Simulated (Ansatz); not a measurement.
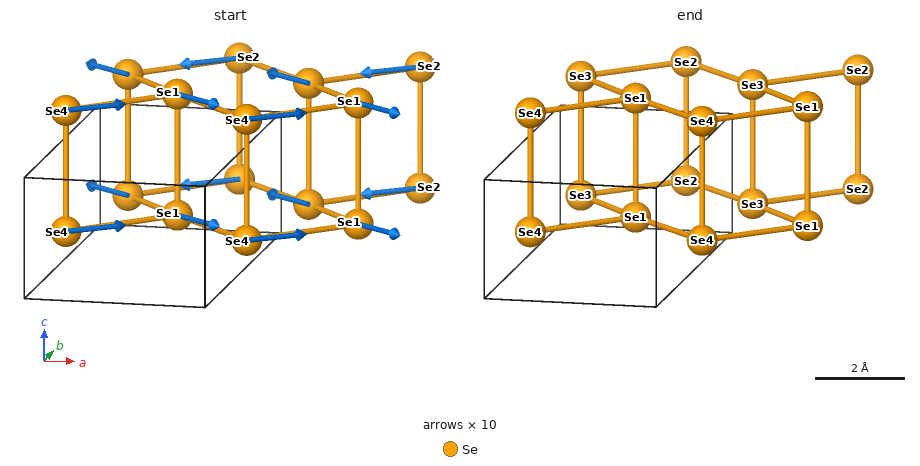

The structure of solid Se (built on the database_18 type) before (left) and after (right) a relaxation, at one scale. The blue arrows give the displacements (the part carried along by the change of the cell is left out), 10 times their true length.

A ball-and-stick model of the cell of the calculation, repeated 2 × 1 × 2 with one cell outlined, seen slightly off an axis.

Case: structure listed in a database for this formula (P2_12_12, No. 18).

These are results of DFT PBEsol, scalar-relativistic, plane waves, PAW in Ansatz 0.2.0, not measurements. (plane-wave cutoff 420 eV; k-point mesh 10 × 6 × 14; occupations gaussian; smearing width 0.1 eV; no spin polarisation; cell and atoms relaxed; force threshold 0.01 eV/Å; at most 80 steps)

Q: What changed between the two?

A: The energy falls by 32.9 meV per atom in 8 accepted moves (12 points after the start). The largest force component goes from 0.33 to 0.0012 eV/Å. Pressure: 0.41 GPa at the start and 0.00 GPa at the end. The line search rejected the trial steps at points 4, 8, 10 of the run. The SCF was repeated once at an unchanged geometry on a basis and grid sized afresh for the cell, which shifted the energy by 0.2 meV per atom at most. The largest moves relative to the cell, 0.15 Å, are those of Se1, Se2, Se3 and Se4. Se2 goes roughly along [−2 −1 0]. Cell: a 4.207 → 4.000 Å (−4.9 %), b 7.908 → 7.912 Å (0.0 %), c 2.819 → 2.770 Å (−1.7 %). Volume −6.5 %. Some distances before and after: Se1–Se3 2.338 → 2.592 Å, Se1–Se4 3.044 → 2.834 Å, Se1–Se1 2.819 → 2.770 Å. The space group stays Pbam (No. 55). The run took about 2.9 core-minutes on a shared host.
